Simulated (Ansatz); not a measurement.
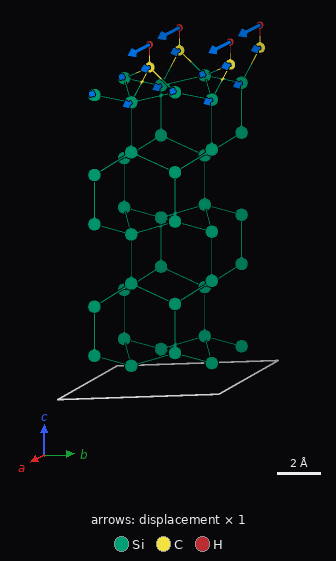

A constrained relaxation of a slab of composition Si₁₀HC (cut from the P6_3/mmc phase). The starting structure is drawn; blue arrows show the displacements, at their true length.

A ball-and-stick model of the 2 × 2 repeat of the cell, outlined in the plane, without the vacuum, seen slightly off an axis.

Case: CH put at a bridge Si-Si site. The slab is the (0 0 1) face of Si with CH on it. 5 atoms are held fixed.

The calculation used Ansatz, DFT PBEsol, scalar-relativistic, plane waves, PAW.

Input file:
```yaml
crystal:
  lattice:
    - [3.8248883545, 0.0, 0.0]
    - [-1.9124441773, 3.3124504817, 0.0]
    - [0.0, 0.0, 33.545432599]
  atoms:
    - { symbol: Si, position: [0.3333333333, 0.6666666667, 0.2533876996] }
    - { symbol: Si, position: [0.6666666667, 0.3333333333, 0.2771414802] }
    - { symbol: Si, position: [0.6666666667, 0.3333333333, 0.3476524086] }
    - { symbol: Si, position: [0.3333333333, 0.6666666667, 0.371406189] }
    - { symbol: Si, position: [0.3333333333, 0.6666666667, 0.4419171174] }
    - { symbol: Si, position: [0.6666666667, 0.3333333333, 0.4657891345] }
    - { symbol: Si, position: [0.6666666667, 0.3333333333, 0.5364842437] }
    - { symbol: Si, position: [0.3333333333, 0.6666666667, 0.5597071144] }
    - { symbol: Si, position: [0.3333333333, 0.6666666667, 0.6312800744] }
    - { symbol: Si, position: [0.6666666667, 0.3333333333, 0.651191461] }
    - { symbol: C, position: [0.1666666667, -0.1666666667, 0.6768283342], spin: 1.0 }
    - { symbol: H, position: [0.1666666667, -0.1666666667, 0.7096196835] }
basis:
  ecutwfc: 420
kpoints:
  mp_grid: { grid: [9, 9, 1] }
hamiltonian:
  xc: pbesol
scf:
  occupations: { method: gaussian, width: 0.05 }
output:
  forces: true
  eigenvalues: true
  populations: true
  write_density: true
  write_potential: true
  elf: true
  volumetric_format: npy
magnetization:
  spin_polarized: true
relax:
  adjacent_minimum: "off"
  f_tol: 0.03
  max_steps: 70
  constraints: [{ sites: [0, 1, 2, 3, 4] }]
efield:
  axis: 3
  dipole_correction: true
  ramp_width: 0.04
```

Launched with:
```bash
ansatz run input.yaml --threads 1 --pin off --max-ram 2560MiB --backend cpu --events-out ev --progress --plain --runs-dir out
```

**Atoms of which element are displaced furthest, and by how much?**

Hydrogen: up to 1.45 Å, against 0.63 Å for carbon.

**What happened in the run?**

The atom that moves furthest is H12 (1.45 Å at 75° to the normal (−c side)). By element the largest moves are H 1.45 Å, C 0.63 Å, Si 0.61 Å. The lattice vectors keep their values. Some distances before and after: Si9–Si10 2.307 → 2.524 Å, Si10–C11 2.097 → 2.009 Å, Si8–Si9 2.401 → 2.318 Å, Si9–C11 1.885 → 1.934 Å. Among the angles between lasting bonds that change: Si9–C11–H12 144.1° → 102.0°, Si8–Si9–Si10 106.8° → 132.9°, Si7–Si8–Si9 109.4° → 94.0°. The energy falls by 1.150 eV per cell of the calculation in 9 geometry steps. The largest force component goes from 1.7 to 0.013 eV/Å.

Limits of the set-up: the periodic images lie only 3.8 Å apart, so the values are limited by the cell's size.
